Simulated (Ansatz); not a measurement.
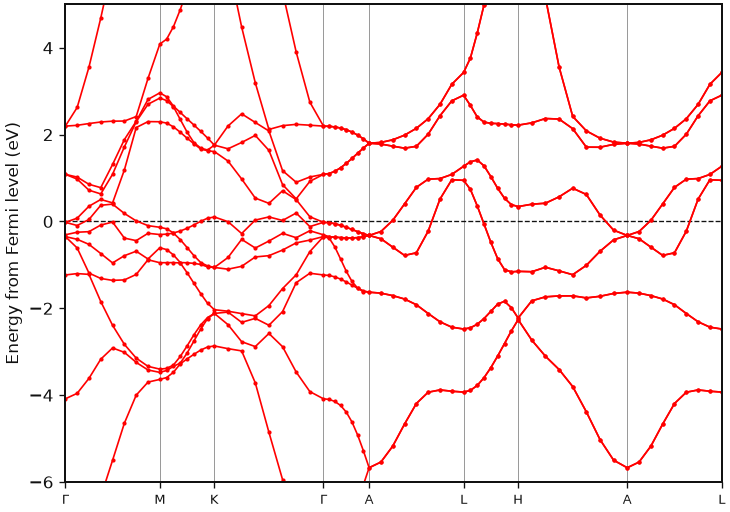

Band structure. Energies are counted from the Fermi level. The path runs straight from each named point to the next.

> Which of these calculations gave it?
A. AlAs, space group F-43m (No. 216), 2 atoms in the cell; PBE+SOC
B. KF, space group Fm-3m, 2 atoms in the cell; PBE
C. Cr, space group P6_3/mmc (No. 194), 2 atoms in the cell; PBE

C. A metal: 4 bands cross the Fermi level along this path. A hexagonal (primitive) lattice: the path Γ–M–K–Γ–A–L–H–A–L runs through the special points of its Brillouin zone.

Computed with Ansatz 0.2.0: DFT, PBE, PAW with Ansatz's default frozen-core files, scalar-relativistic, spin-polarised, 17×17×9 k mesh, 420 eV cutoff.

Some starting moments didn't survive the run.
